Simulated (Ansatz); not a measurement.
# Y: what the fields show

The calculation's input:

```
crystal:
  lattice:
    - [-2.0627075919, 2.0627075919, 2.0627075919]
    - [2.0627075919, -2.0627075919, 2.0627075919]
    - [2.0627075919, 2.0627075919, -2.0627075919]
  atoms:
    - { symbol: "Y", position: [0.0, 0.0, 0.0], spin: 0.256 }
hamiltonian:
  xc: r2scan
  pseudopotentials:
    kind: paw
    azcp:
      "Y": "pseudopotentials/Y.paw.azcp"
basis:
  ecutwfc: 500
  fft_grid_basis: typed
kpoints:
  mp_grid: { grid: [18, 18, 18], shift: [0, 0, 0] }
magnetization:
  spin_polarized: true
scf:
  occupations: { method: fermi_dirac, width: 0.05 }
output:
  stress: true
  write_density: true
  write_potential: true
  elf: true
  volumetric_format: npy
```

Below, planes, directions and counts refer to the conventional cell (a = 4.13 Å, b = 4.13 Å, c = 4.13 Å, α = 90.00°, β = 90.00°, γ = 90.00°).

Space group Im-3m; set up as Y, bcc; a generated structure, not necessarily the stable one; changed on purpose from its base cell (volume × 1.04); spin-polarised.

Computed with DFT, r2SCAN, plane waves (500 eV) with PAW, scalar-relativistic (Ansatz).

In a PAW calculation such maps are meaningful between the atoms, not at the nuclei.

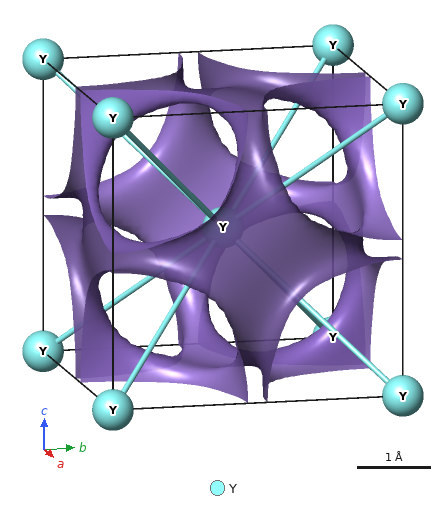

Figure 1. Isosurface of the ELF at 0.6 (purple), seen slightly off an axis. Core shells and regions of very low density are left out. Sticks mark near contacts.

Describe the localisation domains.

The surface consists of one network that runs through the whole crystal, counted in one cell of 2 atoms. Regions shared between cells count once. There are no localised bonds or lone pairs at this value.


Y–Y (3.57 Å): the ELF is about 0.15 at the midpoint (no shared electron pair shows on this line).

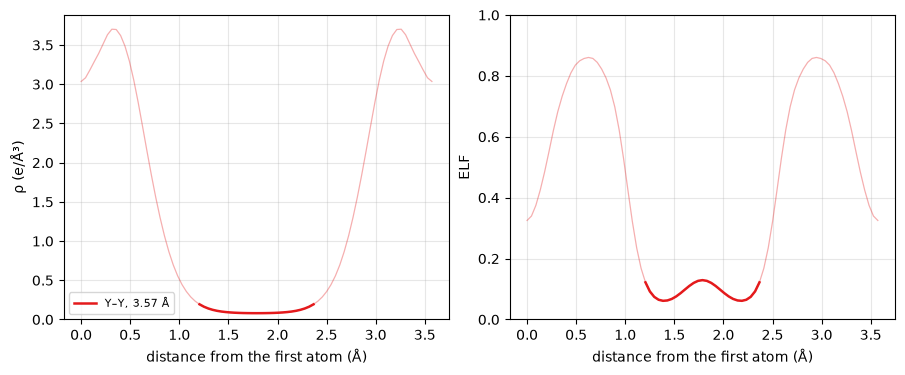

Figure 2. Valence electron density and electron localisation function along straight lines between neighbouring atoms. Thin, pale parts lie inside the atomic spheres.

What can be read from the curves?

Y–Y (3.57 Å): ρ at the midpoint is about 0.08 e/Å³; the ELF is about 0.15 at the midpoint; no shared electron pair shows on this line.

Does the calculation give a band gap?

It is gapless in this calculation (a metal or semimetal).
